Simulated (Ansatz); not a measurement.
Geometry relaxation of C

The run: geometry relaxation of C (slab, 6 atoms in the cell). Method and program: DFT PBE+D3(BJ), scalar-relativistic, plane waves, PAW, no spin polarisation (Ansatz 0.2.0).

The structure derives from an entry of the Crystallography Open Database. The input holds or restrains some coordinates. Forces given for the steps count only the free coordinates. It belongs to a series of runs on one base structure; here: clean slab, lower half held. Figures and captions count atoms from 1; the log counts them from 0 in places.

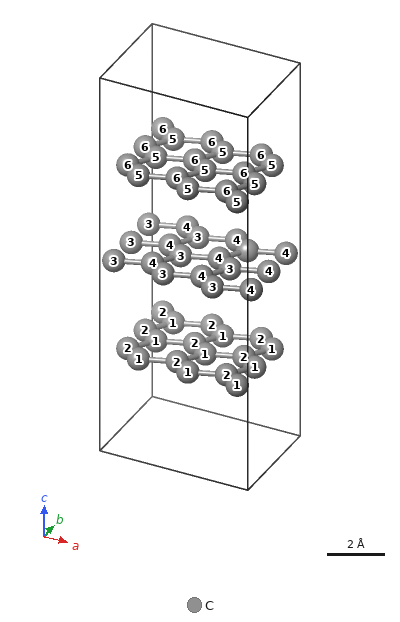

*The input geometry (ball-and-stick view of the 3 × 3 repeat of the cell, with the vacuum cut short, seen slightly off an axis; atoms are numbered from 1 in the order of the input). An atom can appear more than once, as a periodic image.*

Near neighbours in the periodic cell (some may lie outside the picture): C has 3 C at 1.42 Å.

**Results in brief**

```tsv
quantity	value
outcome	converged under the restraints of the input
electrons treated	24
free energy	−1506.3762 eV
work function, top face	4.27 eV
work function, bottom face	4.27 eV
Fermi energy	0.499 eV
gap on the k-point mesh	none (metallic)
final volume	125.15 Å³
work function (upper face)	4.27 eV
largest force (length of the vector) at the end, held atoms and coordinates included	0.006 eV/Å
hardware	1 thread of Intel Xeon @ 2.50GHz (Skylake/Cascade Lake), 189 GiB of memory available, shared host
wall time	58 s
peak memory	0.39 GiB
```

**Notes**

Warnings of the run: the exchange-correlation potential is rough where the density is thin.

**The input**
```yaml
crystal:
  lattice:
    - [2.4656258796, 0.0, 0.0]
    - [-1.2328129398, 2.1341717713, 0.0]
    - [0.0, 0.0, 23.7842703304]
  atoms:
    - { symbol: C, position: [0.6666996624, 0.3333993247, 0.3573790527] }
    - { symbol: C, position: [0.3333003376, 0.6666006753, 0.3573790527] }
    - { symbol: C, position: [0.1666996624, 0.3333993247, 0.5] }
    - { symbol: C, position: [0.8333003376, 0.6666006753, 0.5] }
    - { symbol: C, position: [0.6666996624, 0.3333993247, 0.6426209473] }
    - { symbol: C, position: [0.3333003376, 0.6666006753, 0.6426209473] }
basis:
  ecutwfc: 420
kpoints:
  mp_grid: { grid: [12, 12, 1] }
hamiltonian:
  xc: pbe
  dispersion: d3bj
scf:
  occupations: { method: gaussian, width: 0.05 }
output:
  forces: true
  eigenvalues: true
  write_density: true
  write_potential: true
  elf: true
  volumetric_format: npy
relax:
  adjacent_minimum: "off"
  f_tol: 0.03
  max_steps: 70
  constraints: [{ sites: [0, 1] }]
efield:
  axis: 3
  dipole_correction: true
  ramp_width: 0.04
```

Launch command:
```bash
ansatz run input.yaml --threads 1 --pin off --max-ram 2560MiB --backend cpu --events-out ev --progress --plain --runs-dir out
```

**What the program printed**
```
Engine: ansatz 0.2.0, x86_64-unknown-linux-gnu
Pseudopotentials: kind: paw
Pseudopotential: C, paw, valence charge 4, recommended cutoff 420 eV (normal), C.paw.azcp
Functional definition: PBE
  parameter kappa = 0.804
  parameter beta = 0.06672455060314922
  exchange = pbe_x(kappa = kappa, mu = beta*pi^2/3)
  correlation = pbe_c(beta = beta)
Crystal: 6 atoms, lattice volume = 125.154 Å³
Basis set: ecut = 420 eV, 2353 PW (Γ), exchange–correlation on 36×36×320 points (8 copies of the dense FFT grid, shifted against one another)
Bands: 18, of which v1, the nominal top of the filled ones, is band 12 counted from 1 (11 counted from 0)
Symmetry: 4 space group operations
k-points: 43 of 144
Non-local potential: C, projectors of the file, l = 0: 2, l = 1: 2, l = 2: 1
PAW form: soft (Blöchl's): semilocal exchange-correlation on the pseudo side does not see the compensation charge
PAW one-centre angular grid: C, 110 points (default); XC on 64 Gauss nodes
Initial density: superposition of atomic densities (neutral atoms: chi_scale 0, normalization atom), corrected by the library's trained network
Initial wavefunctions: pseudopotential atomic-orbital guess
Functional: x = pbe(κ = 0.804, μ = 0.2195149727645171), c = pbe(β = 0.06672455060314922)
SCF iter   1: F=—  HF=-1506.374807 eV  |F-HF|=—  |Δ(HF+E_count)|=         —  Δρ=2.05e-3  dr2=5.37e-3  ethr=1.77e-3  p=0.000 e·Å  D=1.84e-13 V/Å  ΔV_dip=-0.00 eV  dr2_dipole=1.89e-7  V_vac-E_F(+/−)=4.48/4.48 eV  ⟨swp⟩=7.7  Hψ=4751  notcnv=0
efield: sawtooth ramp at fractional position 0.9800 (placed from the atoms, in the widest stretch of the axis that holds none; the zero of the levels goes with the place), width 0.0400; the density the first Hamiltonian is built on has a dipole p = 0.000 e·Å; the dipole correction subtracts the counter field D = 1.84e-13 V/Å, which shifts the + side's vacuum level by -0.00 eV against the − side's; the planar-averaged density in the ramp window peaks in size at 1.3e-5 e/Å³
preconditioner: auto → LDOS  [metal: Δε(μ)=0.000 eV  Ē_g=15.093 eV  σ=0.050 eV  W_gap=0.00  n_scr=14 (ndim 8)  ℏωp=16.3 eV  f_vac=0.563  D(μ)=0.63/eV (n_scr^D=6)  β→1.0]
SCF iter   2: F=—  HF=-1506.376429 eV  |F-HF|=—  |Δ(HF+E_count)|=   1.62e-3  Δρ=5.90e-4  dr2=1.36e-3  ethr=2.24e-5  p=-0.000 e·Å  D=-9.38e-6 V/Å  ΔV_dip=0.00 eV  dr2_dipole=4.13e-8  V_vac-E_F(+/−)=4.25/4.25 eV  ⟨swp⟩=3.1  Hψ=1922  notcnv=0  defer=48
SCF iter   3: F=—  HF=-1506.376604 eV  |F-HF|=—  |Δ(HF+E_count)|=   1.75e-4  Δρ=4.54e-4  dr2=1.77e-3  ethr=5.68e-6  p=-0.000 e·Å  D=-8.82e-6 V/Å  ΔV_dip=0.00 eV  dr2_dipole=1.63e-8  V_vac-E_F(+/−)=4.29/4.29 eV  ⟨swp⟩=2.1  Hψ=1507  notcnv=0  defer=46
SCF iter   4: F=—  HF=-1506.376296 eV  |F-HF|=—  |Δ(HF+E_count)|=   3.08e-4  Δρ=1.82e-4  dr2=2.66e-4  ethr=5.68e-6  p=-0.000 e·Å  D=-7.13e-6 V/Å  ΔV_dip=0.00 eV  dr2_dipole=7.64e-9  V_vac-E_F(+/−)=4.28/4.28 eV  ⟨swp⟩=1.8  Hψ=969  notcnv=0  defer=44
iter 5 did not close the SCF: its close was put off for the readings that it lacked (scf_convergence_deferred on its scf_iter line)
SCF iter   5: F=-1506.376238 eV  HF=-1506.376250 eV  |F-HF|=1.25e-5  |Δ(HF+E_count)|=   4.55e-5  Δρ=4.19e-5  dr2=1.37e-5  ethr=1.11e-6  p=-0.000 e·Å  D=-6.27e-6 V/Å  ΔV_dip=0.00 eV  dr2_dipole=3.78e-9  V_vac-E_F(+/−)=4.27/4.27 eV  ⟨swp⟩=1.9  Hψ=900  notcnv=0  defer=44
SCF iter   6: F=-1506.376248 eV  HF=-1506.376248 eV  |F-HF|=2.48e-8  |Δ(HF+E_count)|=   2.40e-6  Δρ=4.88e-6  dr2=9.51e-8  ethr=5.69e-8  p=-0.000 e·Å  D=-4.10e-6 V/Å  ΔV_dip=0.00 eV  dr2_dipole=1.78e-9  V_vac-E_F(+/−)=4.27/4.27 eV  ⟨swp⟩=16.5  Hψ=6998  notcnv=0
SCF 1 converged in 6 iterations: F = -1506.376248 eV  dr2 = 9.51e-8
  greatest PAW one-centre occupation: 0.673 electrons in one spin orbital (limit 2), on the C atom at site 3 (counted from 0), in its partial waves of l = 0
relax step   1: F+E_penalty+E_count = -1506.37624794 eV  Δ(F+E_penalty+E_count) = +0.000e0 eV  max|allowed force component| = 5.835e-3 eV/Å  Δτ_max = 0.0000 Å  (6 SCF iters, dr2 threshold 2.25e-5 eV, accepted)
Initial density: handed on by an earlier stage of this run
Initial wavefunctions: those handed on with the density
iter 1 solved again at ethr=4.18e-10 eV; its pass at ethr=3.10e-3 eV (dr2=1.00e-7 eV) is discarded
SCF iter   1: F=—  HF=-1506.376177 eV  |F-HF|=—  |Δ(HF+E_count)|=         —  Δρ=4.87e-6  dr2=1.01e-7  ethr=4.18e-10  p=-0.000 e·Å  D=-4.10e-6 V/Å  ΔV_dip=0.00 eV  dr2_dipole=1.79e-9  V_vac-E_F(+/−)=4.27/4.27 eV  ⟨swp⟩=1.0  Hψ=2580  notcnv=0
efield: sawtooth ramp at fractional position 0.9800 (handed on by an earlier solve), width 0.0400; the density the first Hamiltonian is built on has a dipole p = -0.000 e·Å; the dipole correction subtracts the counter field D = -4.10e-6 V/Å, which shifts the + side's vacuum level by +0.00 eV against the − side's; the planar-averaged density in the ramp window peaks in size at 6.6e-8 e/Å³
preconditioner: auto → LDOS  [metal: Δε(μ)=0.001 eV  Ē_g=15.066 eV  σ=0.050 eV  W_gap=0.01  n_scr=14 (ndim 8)  ℏωp=16.3 eV  f_vac=0.562  D(μ)=0.63/eV (n_scr^D=6)  β→1.0]
SCF iter   2: F=—  HF=-1506.376248 eV  |F-HF|=—  |Δ(HF+E_count)|=   7.13e-5  Δρ=6.91e-6  dr2=4.25e-7  ethr=4.18e-10  p=-0.000 e·Å  D=-2.36e-6 V/Å  ΔV_dip=0.00 eV  dr2_dipole=5.33e-10  V_vac-E_F(+/−)=4.27/4.27 eV  ⟨swp⟩=2.0  Hψ=1277  notcnv=0
iter 3 did not close the SCF: its close was put off until two iterations running show no level that it waits for move by more than its bar (scf_convergence_deferred on its scf_iter line)
SCF iter   3: F=-1506.376248 eV  HF=-1506.376248 eV  |F-HF|=1.74e-9  |Δ(HF+E_count)|=   4.86e-8  Δρ=1.11e-6  dr2=3.73e-9  ethr=4.17e-10  p=-0.000 e·Å  D=-1.98e-6 V/Å  ΔV_dip=0.00 eV  dr2_dipole=3.92e-10  V_vac-E_F(+/−)=4.27/4.27 eV  ⟨swp⟩=10.1  Hψ=5600  notcnv=0
iter 4 did not close the SCF: its close was put off until two iterations running show no level that it waits for move by more than its bar (scf_convergence_deferred on its scf_iter line)
SCF iter   4: F=-1506.376248 eV  HF=-1506.376248 eV  |F-HF|=1.64e-10  |Δ(HF+E_count)|=   4.52e-9  Δρ=2.15e-7  dr2=3.33e-10  ethr=1.56e-11  p=-0.000 e·Å  D=-1.15e-6 V/Å  ΔV_dip=0.00 eV  dr2_dipole=1.37e-10  V_vac-E_F(+/−)=4.27/4.27 eV  ⟨swp⟩=7.3  Hψ=4638  notcnv=0
SCF iter   5: F=-1506.376248 eV  HF=-1506.376248 eV  |F-HF|=3.64e-12  |Δ(HF+E_count)|=  1.87e-10  Δρ=6.99e-8  dr2=5.47e-11  ethr=1.39e-12  p=-0.000 e·Å  D=-5.42e-7 V/Å  ΔV_dip=0.00 eV  dr2_dipole=2.56e-11  V_vac-E_F(+/−)=4.27/4.27 eV  ⟨swp⟩=5.8  Hψ=3974  notcnv=0
SCF 2 converged in 5 iterations: F = -1506.376248 eV  dr2 = 5.47e-11
relax step   2: F+E_penalty+E_count = -1506.37624800 eV  Δ(F+E_penalty+E_count) = -6.343e-8 eV  max|allowed force component| = 5.773e-3 eV/Å  Δτ_max = 0.0000 Å  (5 SCF iters, accepted)
```

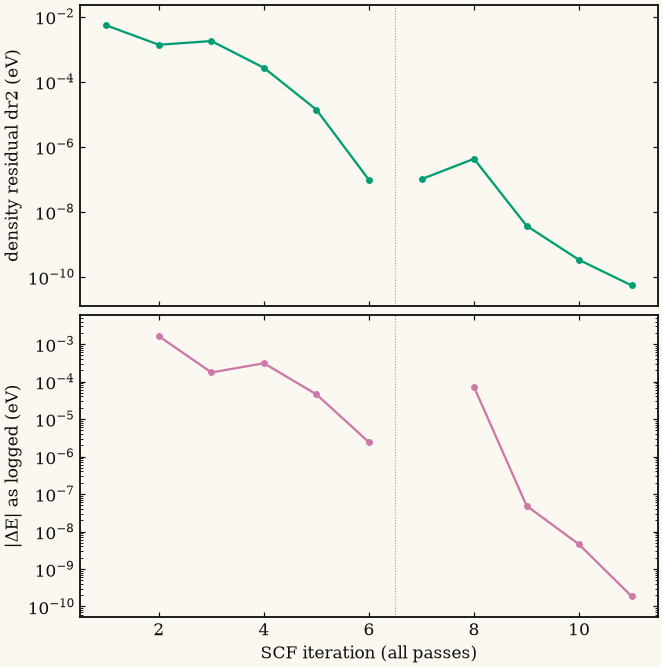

*Convergence of the self-consistent field: density residual dr2 and size of the energy change against the SCF iteration. The dotted lines part the SCF passes of the relaxation: geometry steps, rejected trials and re-solves on a re-selected basis.*

The passes take 6 and 5 iterations.

```
WARN: The output density's exchange-correlation potential varies sharply where the density is thin. Do not read a vacuum level from v_tot or v_xc, or from such a field of the output density. On a cell that repeats whose density bears no net charge and no dipole along the vacuum's axis use v_es (v_loc + v_h of the components); under efield.dipole_correction with no amplitude use v_es + v_field, which holds any external_charges[].barrier, or the levels of the report's work_function block, which leave it out; under a non-zero efield.amplitude the vacuum is tilted and has no level; on a cell that repeats and bears such a dipole with no correction it is tilted too, and efield.dipole_correction with no amplitude gives each side of its ramp a level where efield: is served; in a cell that repeats whose density bears a net charge (total_charge, or a fill off its count) it is curved and has none; of a slab under crystal.periodic whose density bears no net charge use v_es, which has a level on each side, short of where the two are joined; of another it falls or rises all the way out and has none; of a slab beside external_charges read slab_vacuum_level instead, which it has where they leave it neutral. The grid or the basis barely resolves most such structure, and the values can differ between equally converged runs; as a rule a tighter scf.convergence.dr2_threshold does not remove it. Where the density itself ripples (under the LDA too) a higher basis.ecutwfc lessens it. The files hold the spikes' plane waves up to the density's cutoff. Files: v_tot_of_output_density and the like, and their columns of v_z.tsv (output.write_potential); v_xc_of_output_density and the like, and their columns of v_comp_z.tsv (output.write_potential_components). Measured: with its Gaussian average of σ = 0.25 Å subtracted twice, the exchange-correlation potential is over 0.1 eV at 45 of the grid points where the equally averaged density (valence and model cores) is under 1e-3 e/Å³, and 0.221 eV at the most among them, at an averaged density of 4.0e-8 e/Å³. The input density's (outcome.potential() and, of a run that writes arrays, v_tot and v_xc) is over 0.1 eV, so measured, at 28 points of its own thin density, 0.137 eV at the most. See output.write_potential in the manual, Limitations
SCF converged after 5 iterations
Free energy (F): -1506.376248 eV
Harris-Foulkes:  -1506.376248 eV  (|F-HF|=3.64e-12)
Internal energy: -1506.375464 eV  (E = F + TS)
E sigma→0 (E₀):  -1506.375856 eV
Entropy (-TS):   -0.000784 eV (-0.131 meV/atom)
Fermi energy:    0.499042 eV
Dipole field:    D = 0.000008 V/Å  (p = 0.000006 e·Å, saw-weighted, corrected)
Work function:   Φ+ = 4.2719 eV   Φ− = 4.2720 eV
Levels:          The Fermi level and band energies are counted from a zero that moves with the ramp; work functions are not
--- Per-component energies (eV) ---
  E_band       = -207.424009
  E_kinetic    = 545.484068
  E_local      = -14699.687723  (includes V_loc(G=0)·N_el)
  E_nonlocal   = 163.820499
  E_hartree    = 7090.186086
  E_xc         = -288.009280
  E_vxc        = -356.584542  (∫ρ·V_xc dr)
  E_paw        = -596.070047  (= ΣΔE_a)
  E_vpaw       = -40.828471  (= ΣTr[D̂ρ^β])
  E_aug_tail   = 0.000045  (compensation charges beyond the density's cutoff)
  E_efield     = 0.000000  (sawtooth field / dipole correction)
  E_vefield    = 0.000000  (∫n·V_field dr)
  E_ewald      = 6278.682937
  E_disp       = -0.782048  (pairwise vdW)
  E_smearing   = -0.000784  (= −TS)
  E_closure    = -0.000000  (closes the sum)
  Σ components = -1506.376248   (vs F -1506.376248, Δ=0.00e0)
--- Forces (eV/Å), atoms counted from 1 ---
  atom   1  C      0.00000000    -0.00577799    -0.00137914
  atom   2  C      0.00000000     0.00577799    -0.00137914
  atom   3  C      0.00000000    -0.00570844     0.00000157
  atom   4  C      0.00000000     0.00570844     0.00000157
  atom   5  C      0.00000000    -0.00577314     0.00137873
  atom   6  C      0.00000000     0.00577314     0.00137873
  max |Σ_I F_I| component: 2.31e-6 eV/Å
--- Band table (eV; the first three rows and the last of 43) ---
  k-point 0: bands = ["-19.1191", "-19.0232", "-18.9239", "-7.7488", "-7.1321", "-6.4436", "-2.5473", "-2.5382", "-2.5304", "-2.5281", "-2.5238", "-2.5209", "3.9813", "4.1743", "5.0047", "5.9949", "5.9973", "7.6823"]
  k-point 1: bands = ["-18.9540", "-18.8591", "-18.7608", "-7.5492", "-6.9359", "-6.2519", "-3.1869", "-3.1802", "-3.1689", "-2.8880", "-2.8779", "-2.8626", "4.2020", "4.3970", "5.2295", "6.2019", "6.2209", "7.8978"]
  k-point 2: bands = ["-18.4605", "-18.3685", "-18.2731", "-6.9548", "-6.3525", "-5.6825", "-4.8372", "-4.8202", "-4.7992", "-3.6850", "-3.6733", "-3.6564", "4.8637", "5.0642", "5.9035", "6.8212", "6.8907", "8.5246"]
  k-point 42: bands = ["-14.8104", "-14.7413", "-14.6692", "-10.0766", "-10.0297", "-9.9788", "-8.4926", "-8.4596", "-8.4229", "-2.6978", "-2.2454", "-1.7692", "2.9328", "3.3159", "3.7193", "9.8338", "9.9650", "10.7013"]
--- Relaxed structure (2 steps of the walk, 2 accepted, 0 SCFs on fresh bases) ---
  F+E_penalty+E_count = -1506.37624800 eV   max|allowed force component| = 5.773e-3 eV/Å
  atoms:
    - { symbol: C, position: [0.66669966235, 0.33339932470000005, 0.3573790527] }
    - { symbol: C, position: [0.33330033765, 0.6666006753, 0.3573790527] }
    - { symbol: C, position: [0.16669966235000003, 0.33339932470000005, 0.49999999999999994] }
    - { symbol: C, position: [0.83330033765, 0.6666006753, 0.49999999999999994] }
    - { symbol: C, position: [0.66669966235, 0.33339932470000005, 0.6426209473] }
    - { symbol: C, position: [0.33330033765, 0.6666006753, 0.6426209473] }
```

**Trajectory as extended XYZ (Å, eV, eV/Å), 2 frames, from step=1 to step=2**
```
6
Lattice="2.4656 0.0000 0.0000 -1.2328 2.1342 0.0000 0.0000 0.0000 23.7843" Properties=species:S:1:pos:R:3:forces:R:3 step=1 energy=-1506.37625
C     1.2328    0.7115    8.5000    0.0000  -0.0057  -0.0014
C     0.0000    1.4226    8.5000    0.0000   0.0057  -0.0014
C     0.0000    0.7115   11.8921    0.0000  -0.0058   0.0000
C     1.2328    1.4226   11.8921    0.0000   0.0058   0.0000
C     1.2328    0.7115   15.2843    0.0000  -0.0057   0.0014
C     0.0000    1.4226   15.2843    0.0000   0.0057   0.0014
6
Lattice="2.4656 0.0000 0.0000 -1.2328 2.1342 0.0000 0.0000 0.0000 23.7843" Properties=species:S:1:pos:R:3:forces:R:3 step=2 energy=-1506.37625
C     1.2328    0.7115    8.5000    0.0000  -0.0058  -0.0014
C     0.0000    1.4226    8.5000    0.0000   0.0058  -0.0014
C     0.0000    0.7115   11.8921    0.0000  -0.0057   0.0000
C     1.2328    1.4226   11.8921    0.0000   0.0057   0.0000
C     1.2328    0.7115   15.2843    0.0000  -0.0058   0.0014
C     0.0000    1.4226   15.2843    0.0000   0.0058   0.0014
```

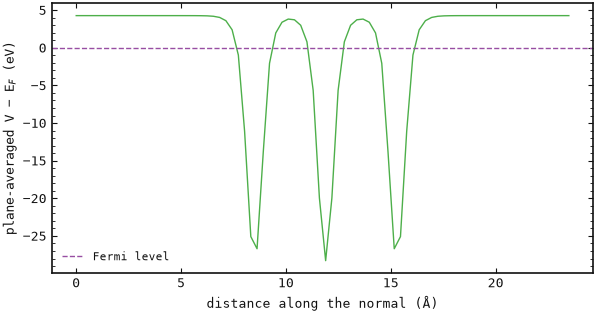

*Plane average of the electrostatic potential energy of an electron across the cell, from the Fermi level.*

The vacuum level lies 4.27 eV above the Fermi level.

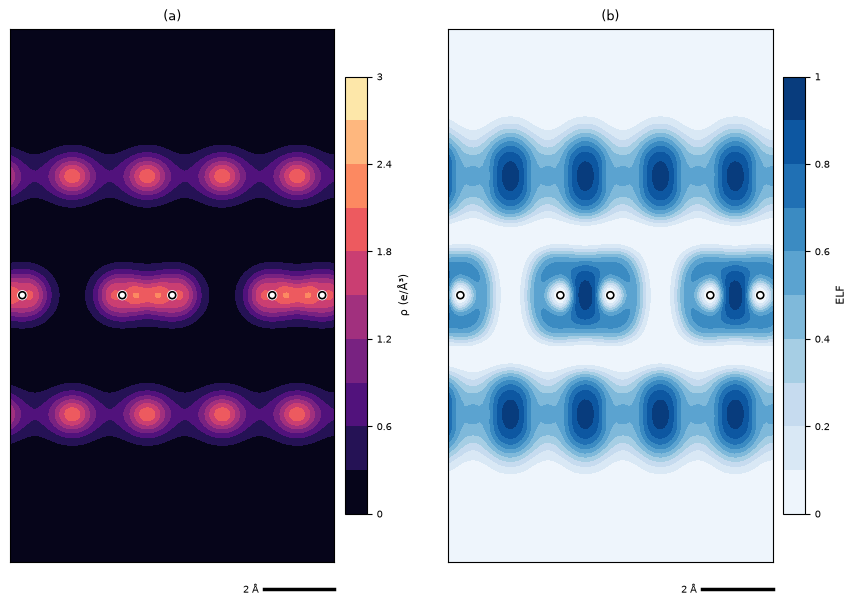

*(a) valence electron density; (b) electron localisation function on the (110) plane of the calculation cell, a cut from vacuum to vacuum. Circles mark the nuclei in the plane (C).*

Atoms in the plane: C. C–C (1.42 Å): ρ at the midpoint is about 2 e/Å³; the ELF peaks at about 0.95 between the atoms, as expected for localised, shared-pair bonding. The density dies away to nearly zero in the vacuum. In a PAW calculation such maps are meaningful between the atoms, not at the nuclei.

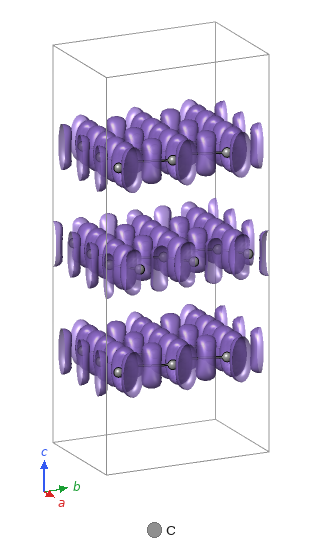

*Isosurface of the ELF at 0.75 (purple), seen slightly off an axis. Only the valence region is drawn (cores and ρ < 0.01 e/Å³ removed). Sticks mark near contacts.*

Profiles from the grid: C–C (1.42 Å): the ELF peaks at about 0.95 between the atoms, which marks a covalent bond.
